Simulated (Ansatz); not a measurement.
## What a change does: single-point calculation on ZrSe₂

System: ZrSe₂ (slab, 3 atoms in the cell).
Method of run A: DFT PBE+D3(BJ), spin-orbit coupling, plane waves, PAW (Ansatz 0.2.0).

The structure derives from an entry of the Crystallography Open Database. Text and figures count atoms from 1; the logs count them from 0 in places.

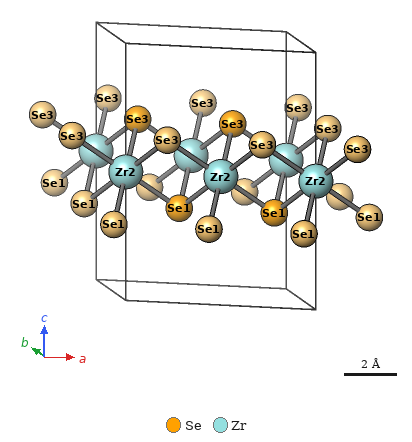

**Figure 1.** The structure as given in the input (ball-and-stick view of the 2 × 1 repeat of the cell, with the vacuum cut short, seen slightly off an axis; neighbours outside the cell are drawn fainter; atoms are numbered from 1 in the order of the input).

**Input file, run A**
```yaml
crystal:
  lattice:
    - [3.7545264002, 0.0, 0.0]
    - [-1.8772632002, 3.2515152418, 0.0]
    - [0.0, 0.0, 32.3924873949]
  atoms:
    - { symbol: Se, position: [0.6666666667, 0.3333333333, 0.4507962435] }
    - { symbol: Zr, position: [0.0, 0.0, 0.5] }
    - { symbol: Se, position: [0.3333333333, 0.6666666667, 0.5492037565] }
  periodic: [true, true, false]
basis:
  ecutwfc: 420
kpoints:
  mp_grid: { grid: [12, 12, 1] }
  band_path:
    path:
      - [0.0, 0.0, 0.0]
      - [0.05, 0.0, 0.0]
      - [0.1, 0.0, 0.0]
      - [0.15, 0.0, 0.0]
      - [0.2, 0.0, 0.0]
      - [0.25, 0.0, 0.0]
      - [0.3, 0.0, 0.0]
      - [0.35, 0.0, 0.0]
      - [0.4, 0.0, 0.0]
      - [0.45, 0.0, 0.0]
      - [0.5, 0.0, 0.0]
      - [0.4833333333, 0.0333333333, 0.0]
      - [0.4666666667, 0.0666666667, 0.0]
      - [0.45, 0.1, 0.0]
      - [0.4333333333, 0.1333333333, 0.0]
      - [0.4166666667, 0.1666666667, 0.0]
      - [0.4, 0.2, 0.0]
      - [0.3833333333, 0.2333333333, 0.0]
      - [0.3666666667, 0.2666666667, 0.0]
      - [0.35, 0.3, 0.0]
      - [0.3333333333, 0.3333333333, 0.0]
      - [0.3, 0.3, 0.0]
      - [0.2666666667, 0.2666666667, 0.0]
      - [0.2333333333, 0.2333333333, 0.0]
      - [0.2, 0.2, 0.0]
      - [0.1666666667, 0.1666666667, 0.0]
      - [0.1333333333, 0.1333333333, 0.0]
      - [0.1, 0.1, 0.0]
      - [0.0666666667, 0.0666666667, 0.0]
      - [0.0333333333, 0.0333333333, 0.0]
      - [0.0, 0.5, 0.0]
    npoints: 1
hamiltonian:
  xc: pbe
  dispersion: d3bj
scf:
  occupations: { method: gaussian, width: 0.02 }
  n_extra_bands: 12
output:
  eigenvalues: true
  write_density: true
  write_potential: true
  elf: true
  volumetric_format: npy
magnetization:
  noncollinear: true
  spin_orbit: true
```

Command:
```bash
ansatz run input.yaml --threads 1 --pin off --max-ram 2560MiB --backend cpu --events-out ev --progress --plain --runs-dir out
```

Hardware: 1 thread of Intel Xeon @ 2.70GHz, 189 GiB of memory available, shared host.

**Output, shortened to warnings, some set-up lines, iterations and results (run A)**
```
WARN: The output density's exchange-correlation potential varies sharply where the density is thin. Do not read a vacuum level from v_tot or v_xc, or from such a field of the output density. On a cell that repeats whose density bears no net charge and no dipole along the vacuum's axis use v_es (v_loc + v_h of the components); under efield.dipole_correction with no amplitude use v_es + v_field, …
Basis set: ecut = 420 eV, 7801 PW (Γ)
Symmetry: 12 space group operations + 12 with time reversal
k-points: 19 of 144
Initial density: superposition of atomic densities (neutral atoms: chi_scale 0, normalization atom)
[...]
SCF iter   1: F=—  HF=-15128.553365 eV  |F-HF|=—  |Δ(HF+E_count)|=         —  Δρ=1.70e-2  dr2=1.74e0  dr2_m=0.00e0 (ungated)  ethr=3.10e-3  |M|=0.00e0 ∫|m|=0.00e0 μB  …
SCF iter   2: F=—  HF=-15128.151497 eV  |F-HF|=—  |Δ(HF+E_count)|=   4.02e-1  Δρ=9.14e-3  dr2=4.38e-1  dr2_m=0.00e0 (ungated)  ethr=3.10e-3  |M|=0.00e0 ∫|m|=0.00e0 μB  …
SCF iter   3: F=—  HF=-15128.060161 eV  |F-HF|=—  |Δ(HF+E_count)|=   9.13e-2  Δρ=4.22e-3  dr2=7.46e-2  dr2_m=0.00e0 (ungated)  ethr=9.96e-4  |M|=0.00e0 ∫|m|=0.00e0 μB  …
SCF iter   4: F=—  HF=-15128.057055 eV  |F-HF|=—  |Δ(HF+E_count)|=   3.11e-3  Δρ=2.10e-3  dr2=1.16e-2  dr2_m=0.00e0 (ungated)  ethr=1.70e-4  |M|=0.00e0 ∫|m|=0.00e0 μB  …
SCF iter   5: F=—  HF=-15128.058118 eV  |F-HF|=—  |Δ(HF+E_count)|=   1.06e-3  Δρ=3.29e-4  dr2=1.15e-3  dr2_m=0.00e0 (ungated)  ethr=2.64e-5  |M|=0.00e0 ∫|m|=0.00e0 μB  …
SCF iter   6: F=—  HF=-15128.057985 eV  |F-HF|=—  |Δ(HF+E_count)|=   1.33e-4  Δρ=9.77e-5  dr2=2.60e-5  dr2_m=0.00e0 (ungated)  ethr=2.62e-6  |M|=0.00e0 ∫|m|=0.00e0 μB  …
SCF iter   7: F=—  HF=-15128.057979 eV  |F-HF|=—  |Δ(HF+E_count)|=   6.56e-6  Δρ=3.81e-5  dr2=1.89e-5  dr2_m=0.00e0 (ungated)  ethr=5.90e-8  |M|=0.00e0 ∫|m|=0.00e0 μB  …
SCF iter   8: F=—  HF=-15128.057976 eV  |F-HF|=—  |Δ(HF+E_count)|=   3.06e-6  Δρ=3.43e-6  dr2=1.49e-7  dr2_m=0.00e0 (ungated)  ethr=4.30e-8  |M|=0.00e0 ∫|m|=0.00e0 μB  …
SCF iter   9: F=-15128.057976 eV  HF=-15128.057976 eV  |F-HF|=7.71e-9  |Δ(HF+E_count)|=   5.53e-9  Δρ=1.47e-6  dr2=6.34e-9  dr2_m=0.00e0 (ungated)  ethr=2.27e-10  |M|=0.00e0 …
SCF 1 converged in 9 iterations: F = -15128.057976 eV  dr2 = 6.34e-9
NSCF: frozen V_eff on 31 k-points
WARN: The output density's exchange-correlation potential varies sharply where the density is thin. Do not read a vacuum level from v_tot or v_xc, or from such a field of the output density. On a cell that repeats whose density bears no net charge and no dipole along the vacuum's axis use v_es …
SCF converged after 9 iterations
Magnetization: |M| = 0.0000 μB,  M = (+0.0000, +0.0000, +0.0000) μB
Absolute magnetization: 0.0000 μB (∫|m|)
  site 0: m = (+0.0000, +0.0000, +0.0000) μB, |m| = 0.0000 μB  (R = 1.11 Å)
  site 1: m = (+0.0000, +0.0000, +0.0000) μB, |m| = 0.0000 μB  (R = 1.11 Å)
  site 2: m = (+0.0000, +0.0000, +0.0000) μB, |m| = 0.0000 μB  (R = 1.11 Å)
[...]
```

The input of run B differs as follows (lines with − go, lines with + come):
```diff
-  n_extra_bands: 12
+  n_extra_bands: 6
+  forces: true
+  stress: true
-magnetization:
-  noncollinear: true
-  spin_orbit: true
```

What does this change do to the results?

Spin–orbit coupling is switched off. The total energies belong to different models, so their difference says nothing on which is more stable or more accurate. The gap on the mesh goes from 0.22 to 0.38 eV. The work function goes from 5.25 to 5.33 eV. The SCF takes 6 iterations against 9. On the same kind of shared host run B took about 0.13 times as long.

**Output, shortened to warnings, some set-up lines, iterations and results (run B)**
```
WARN: The input density's exchange-correlation potential varies sharply where the density is thin. Do not read a vacuum level from v_tot or v_xc, or from such a field of the output density. On a cell that repeats whose density bears no net charge and no dipole along the vacuum's axis use v_es (v_loc + v_h of the components); under efield.dipole_correction with no amplitude use v_es + v_field, …
Basis set: ecut = 420 eV, 7801 PW (Γ), exchange–correlation on 54×54×450 points (8 copies of the dense FFT grid, shifted against one another)
Symmetry: 12 space group operations
k-points: 19 of 144
Initial density: superposition of atomic densities (neutral atoms: chi_scale 0, normalization atom), corrected by the library's trained network
[...]
SCF iter   1: F=—  HF=-15126.874561 eV  |F-HF|=—  |Δ(HF+E_count)|=         —  Δρ=5.86e-4  dr2=1.91e-3  ethr=1.77e-3  ⟨swp⟩=11.9  Hψ=3209  notcnv=0
SCF iter   2: F=—  HF=-15126.871099 eV  |F-HF|=—  |Δ(HF+E_count)|=   3.46e-3  Δρ=3.24e-4  dr2=4.33e-4  ethr=4.35e-6  ⟨swp⟩=3.9  Hψ=1532  notcnv=0  defer=22
SCF iter   3: F=—  HF=-15126.871505 eV  |F-HF|=—  |Δ(HF+E_count)|=   4.06e-4  Δρ=1.75e-4  dr2=2.45e-4  ethr=9.85e-7  ⟨swp⟩=3.3  Hψ=993  notcnv=0  defer=22
SCF iter   4: F=—  HF=-15126.871744 eV  |F-HF|=—  |Δ(HF+E_count)|=   2.39e-4  Δρ=5.94e-5  dr2=1.66e-5  ethr=5.56e-7  ⟨swp⟩=2.6  Hψ=700  notcnv=0  defer=22
SCF iter   5: F=—  HF=-15126.871801 eV  |F-HF|=—  |Δ(HF+E_count)|=   5.71e-5  Δρ=1.31e-5  dr2=6.49e-7  ethr=3.77e-8  ⟨swp⟩=3.4  Hψ=895  notcnv=0  defer=22
SCF iter   6: F=-15126.871802 eV  HF=-15126.871801 eV  |F-HF|=3.22e-7  |Δ(HF+E_count)|=   5.23e-7  Δρ=3.49e-6  dr2=6.99e-8  ethr=2.27e-10  ⟨swp⟩=25.8  Hψ=5327  notcnv=0
SCF 1 converged in 6 iterations: F = -15126.871802 eV  dr2 = 6.99e-8
NSCF: frozen V_eff on 31 k-points
WARN: The input density's exchange-correlation potential varies sharply where the density is thin. Do not read a vacuum level from v_tot or v_xc, or from such a field of the output density. On a cell that repeats whose density bears no net charge and no dipole along the vacuum's axis use v_es …
SCF converged after 6 iterations
Free energy (F): -15126.871802 eV
Harris-Foulkes:  -15126.871801 eV  (|F-HF|=3.22e-7)
Internal energy: -15126.871802 eV  (E = F + TS)
E sigma→0 (E₀):  -15126.871802 eV
Fermi energy:    -5.330009 eV
--- Per-component energies (eV) ---
  E_band       = -1522.236086
  E_kinetic    = 570.190183
[...]
```

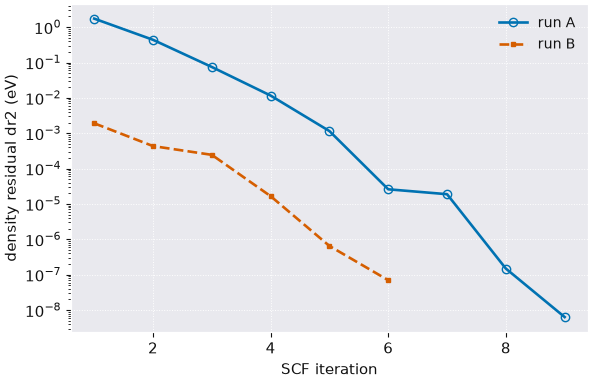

**Figure 2.** Convergence of the two runs: density residual dr2 against the SCF iteration. Run A takes 9 iterations in all, and run B takes 6.

**The two runs side by side**

| quantity | run A | run B |
| --- | --- | --- |
| outcome | converged | converged |
| free energy per atom (eV) | −5042.6860 | −5042.2906 |
| gap on the mesh (eV) | 0.22 | 0.38 |
| net moment of the cell (μB) | 0.00 | – |
| absolute moment of the cell (μB) | 0.00 | – |
| work function (eV) | 5.25 | 5.33 |
| SCF iterations | 9 | 6 |
| irreducible k-points | 19 | 19 |
| plane waves at Γ | 7801 | 7801 |
| largest force (eV/Å) | – | 0.000 |
| wall time (shared host) | 4.6 min | 36 s |

For both runs: Warnings: the exchange-correlation potential is rough where the density is thin.
